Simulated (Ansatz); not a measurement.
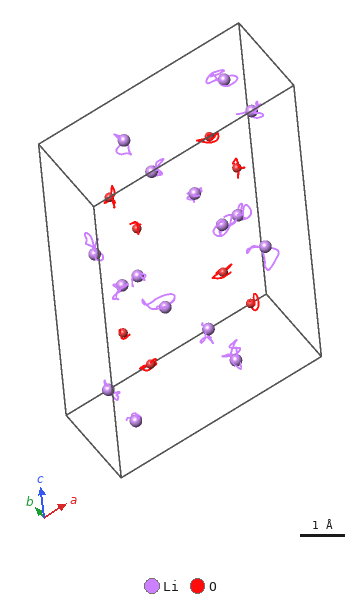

A Born-Oppenheimer molecular dynamics run of a 24-atom cell of Li₂O (set up in Fm-3m), 200 fs long. Lines trace each atom's path, in the colour of its element; spheres stand at the starting positions. Seen slightly off an axis in the reduced simulation cell.

The calculation used Ansatz 0.2.0, DFT PBE, scalar-relativistic, plane waves, PAW. Set-up: plane-wave cutoff 200 eV; k-point mesh 2 × 2 × 2; Fermi-Dirac smearing 0.05 eV; Langevin thermostat (NVT); set temperature 900 K; time step 1 fs; friction 0.005 per fs.

### Describe the motion.

In the second half of the run the atoms are, in the root-mean-square, this far from where they began (common drift taken out): Li 0.24 Å, O 0.18 Å. That is small against the typical shortest distance between atoms in the first frame, about 2.0 Å: the atoms vibrate about their sites and the arrangement holds. Over the second half the temperature averages 779 K (spread ±69 K). The potential energy in the second half lies on average 97.4 meV per atom above the first frame. The plane-wave cutoff is below what these potentials need, so energies and forces are off.

Limits of the set-up: the cutoff lies below the recommended one.

Cost: 5.8 min on 1 thread of Arm Neoverse V1 (shared host), peak memory 0.36 GiB.
